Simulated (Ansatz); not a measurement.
# Energies of five collinear magnetic orders of LuMn₂Ge₂ with PBEsol, tested against pair couplings over three Mn shells

The usual rule of thumb says that the energies of collinear orders follow from pair couplings between the nearest few shells of magnetic atoms. We test it on LuMn₂Ge₂ with a design brief in mind: a metallic magnetic film with a magnetisation μ₀M of at least 0.5 T, whose parallel Mn order lies at least 20 meV per Mn below any competing order. Both limits are our own choice.

We calculate the energy and the moments of five collinear orders in one fixed crystal. Energies are per Mn atom and measured from the parallel order, so a positive value means less stable than parallel. The brief needs the lowest order and its margin. The rule of thumb matters because, if it held, orders that were not run could be judged from those that were.

## How the numbers were made

One system, LuMn2Ge2 (I4/mmm), 5 atom(s) a primitive cell, from cells of the Materials Project database (relaxed there by DFT). Ansatz 0.2.0, plane waves with the earlier PAW datasets of its set soft_1, cutoff 420 eV, Fermi-Dirac smearing of 0.1 eV, k meshes whose coarsest spacing along a reciprocal vector is 0.16 1/Å over all runs (2π included). Functional: PBEsol, no Hubbard U; collinear spins, no spin-orbit coupling. Atoms are fixed. Each order is started from typed moments on Mn, in the primitive cell or in a cell doubled at wavevector q (fractions of the primitive reciprocal vectors), on meshes of about the same density or denser; only runs that kept their pattern of signs are listed. Runs that did not converge or carry a known fault are not listed. The same in all rows: metal or insulator in the row's run, judged by its smearing entropy or density of states at the Fermi energy (a gap under a few smearing widths counts as a metal): metal.

Notes on method and selection:

- In a Heisenberg model with E = -sum over ordered pairs of J e_i.e_j, the energy per magnetic atom is E0 less the sum over shells of J times the listed sum; further shells and changes of moment size are outside it.
- Each state is what a run reaches from typed starting moments; only a few collinear orders were started, so the lowest found need not be the ground state. Spin-orbit coupling is left out of these energies, which are free energies at the smearing width. A magnetic atom is one that was given a starting moment.
- Site moments count the spin inside each program's own atomic sphere, so they depend somewhat on its radius and leave out the spin between the spheres.
- Ansatz's own search for a lower self-consistent state was switched off in these runs, so a run may rest in a state that is not the lowest for its pattern of moments.
- The shell on the horizontal axis is the one of the three whose sum correlates best with the energies.
- Runs that did not converge, have known faults or may not be shown are not listed, and runs on Ansatz's PAW sets soft_1 and soft_2 are kept to separate tables.

Columns:

- shell at 4.02 Å: sum of e_i.e_j over the 4 Mn neighbours at 4.02 Å, mean over magnetic atoms (+1 parallel, -1 opposed).
- shell at 2.84 Å: sum of e_i.e_j over the 4 Mn neighbours at 2.84 Å, mean over magnetic atoms (+1 parallel, -1 opposed).
- shell at 5.43 Å: sum of e_i.e_j over the 2 Mn neighbours at 5.43 Å, mean over magnetic atoms (+1 parallel, -1 opposed).
- moment (μB): largest site spin moment.
- net moment (μB): size of the net spin moment per magnetic atom.
- energy (meV): energy less that of the parallel order, per magnetic atom.

Input lines of one member:

```
magnetization:
  spin_polarized: true
kpoints:
  mp_grid: { grid: [14, 14, 14] }
hamiltonian:
  xc: pbesol
  pseudopotentials: { kind: paw, azcp: { folder: soft_1 }, xc_functional: pbe }
scf:
  occupations: { method: fermi_dirac, width: 0.1 }
  lower_state_search: "off"
```

Command (options for logging and memory left out): `ansatz run input.yaml`

## Table of results

| member | shell at 4.02 Å | shell at 2.84 Å | shell at 5.43 Å | moment (μB) | net moment (μB) | energy (meV) |
| --- | --- | --- | --- | --- | --- | --- |
| opposed q=(0,0,1/2) +-+- | −4 | 0 | 2 | 2.56 | 0.00 | 84.5 |
| opposed q=(0,0,1/2) +--+ | −4 | 0 | −2 | 2.54 | 0.00 | 108.8 |
| opposed q=(0,1/2,0) +-+- | 0 | 0 | 0 | 2.63 | 0.00 | 30.3 |
| parallel ++ | 4 | 4 | 2 | 2.29 | 2.23 | 0.0 |
| opposed +- | 4 | −4 | −2 | 2.78 | 0.00 | 30.4 |

energy (meV) against shell at 4.02 Å (numbers count the rows of the first table from the top):

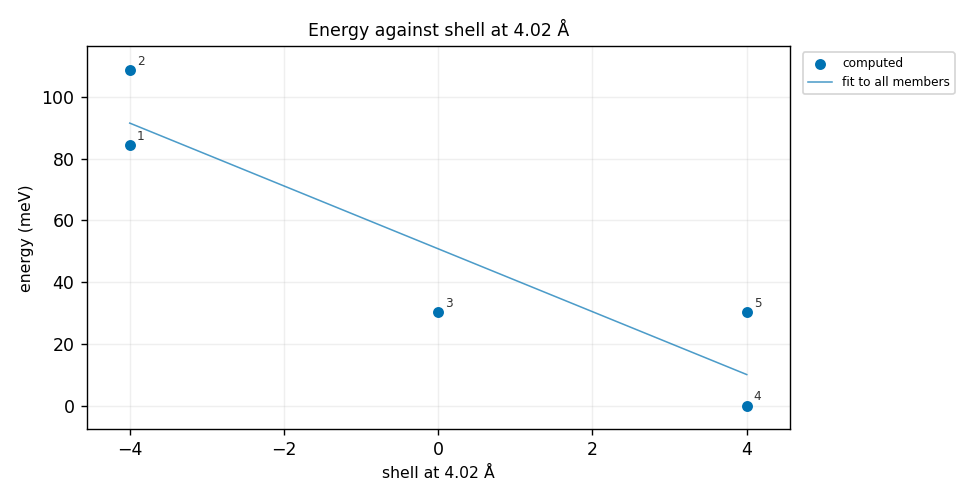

Least-squares fits to the whole series, with x = shell at 4.02 Å; R² and errors in the fitted variable (y, or ln y where the fit is in ln y):

| y | members | fit | R² | rms residual | leave-one-out rms | the same for the mean of the others |
| --- | --- | --- | --- | --- | --- | --- |
| energy (meV) | 5 | y = 50.80 − 10.18 x | 0.84 | 16 | 26 | 50 |

## What drives the series

The parallel order is the lowest of the five, with the next two at 30.3 and 30.4 meV. Energy falls as more of the neighbours at 4.02 Å become parallel: the mean is (84.5 + 108.8) / 2 = 96.7 meV at a sum of −4, the single value at 0 is 30.3 meV, and the mean at +4 is (0.0 + 30.4) / 2 = 15.2 meV. The straight line in this sum has a leave-one-out error of 26 meV against 50 meV for the mean of the others, so it carries information, although the shell was chosen for its good correlation.

The fall is far from even. It is (96.7 − 30.3) / 4 = 16.6 meV per unit of the sum on the first half and (30.3 − 15.2) / 4 = 3.8 meV on the second.

Adding the other two shells does not cure this. With E = E₀ − J₁s₁ − J₂s₂ − J₃s₃, where the s are the listed sums, the order with all sums zero must lie at the mean of the other four. That mean is (84.5 + 108.8 + 0.0 + 30.4) / 4 = 55.9 meV, and the computed value is 30.3 meV, a miss of 55.9 − 30.3 = 25.6 meV. Four constants for five energies leave only this one check, and it fails. In leave-one-out the three-shell model errs by 92 meV, worse than the mean of the others.

A likely reason, not tested separately here, is that the moments are not rigid. They grow from 2.29 μB with all neighbours at 2.84 Å parallel to 2.78 μB with all of them opposed. Parallel neighbours mix 3d states of the same spin at equal energy, which broadens the bands and weakens the moment; opposed neighbours mix less. Since a pair energy scales with the product of two moments, this alone can change it by a factor of (2.78 / 2.29)² = 1.47.

## Outliers

Largest departures from the fit to the whole series:

| member | energy (meV) | fit | computed − fit | in rms residuals |
| --- | --- | --- | --- | --- |
| opposed q=(0,1/2,0) +-+- | 30.3 | 50.8 | −20.5 | 1.3 |
| opposed +- | 30.4 | 10.1 | +20.3 | 1.3 |
| opposed q=(0,0,1/2) +--+ | 108.8 | 91.5 | +17.3 | 1.1 |
| parallel ++ | 0.0 | 10.1 | −10.1 | 0.6 |

The order q=(0,1/2,0) +-+- lies 20.5 meV below the straight line, and it stays there in a least-squares fit with all three shells, because its sums are all zero. The order +- lies 20.3 meV above the line, but the two added shells absorb most of that.

A run caught in a higher electronic state would have too high an energy, so this cannot explain why q=(0,1/2,0) +-+- is low. If one of the other four runs were to blame, it would have to be too high by 4 × 25.6 = 102 meV, which is implausible. We therefore trust the energies more than the model.

A possible cause is the next shell in the Mn plane, at 4.02 × √2 = 5.69 Å. Its four neighbours are opposed in this order and parallel in the other four, so an antiferromagnetic coupling there would lower it, as observed.

## Selection

The first requirement is magnetisation. A square of side 4.02 Å in the Mn plane holds two Mn atoms, and the planes are 5.43 Å apart, so the volume per Mn is

V = 4.02² × 5.43 / 2 = 43.9 Å³.

With the net moment m in μB, μB = 9.274 × 10⁻²⁴ A m² and μ₀ = 4π × 10⁻⁷ T m/A,

μ₀M = μ₀ m μB / V = 4π × 10⁻⁷ × 2.23 × 9.274 × 10⁻²⁴ / (43.9 Å³) = 0.59 T, with 1 Å³ = 10⁻³⁰ m³,

for the parallel order. The four opposed orders have no net moment and fail at once.

The second requirement is the margin. The nearest competitor in the table is 30.3 meV per Mn higher, which exceeds the required 20 meV.

For a metallic Mn compound we take the error of PBEsol as roughly a tenth of the moment and roughly 10 meV per Mn in the difference between orders. The magnetisation then runs from about 0.53 to 0.65 T and the margin from about 20 to 40 meV. The first stays within the brief; the second just reaches its limit.

The pick among the rows is the parallel order. The runners-up in energy are q=(0,1/2,0) +-+- and +-, whose difference of 0.1 meV has no meaning; neither could serve as the magnetised film.

The pick could be overturned by an order that is not a row: parallel Mn planes stacked with alternating sign. Neutron diffraction has established this stacking for RMn₂Ge₂ compounds with small rare-earth atoms, and it has no net moment. We therefore do not recommend LuMn₂Ge₂ for the film on the strength of this table.

Nor can the couplings rule that order out. Reversing the 5.43 Å neighbours costs 108.8 − 84.5 = 24.3 meV between the two q=(0,0,1/2) orders, which favours parallel stacking there. This is no larger than the 25.6 meV by which the model fails, and those planes are not themselves parallel.

## Summary

Among these five orders, at this fixed cell, parallel is lowest. Parallel alignment at 4.02 Å goes with low energy, but three shells of constant couplings do not reproduce the set and should not be used to rank further orders.

We know of no omitted effect that surely exceeds the full spread of 108.8 meV. A Hubbard U of a few eV on Mn could come nearest: it would enlarge the moments and might shift the order energies by tens of meV, with a sign that depends on the order. Spin-orbit coupling mainly sets the direction of the moments, and at roughly 1 meV per Mn or less it is too small to displace the parallel order as the lowest of the five.

[Logs are printed without paths, hosts, clocks, repeated set-up lines and the standing remarks that a program may print on its own settings, such as how far it seeks lower states.]
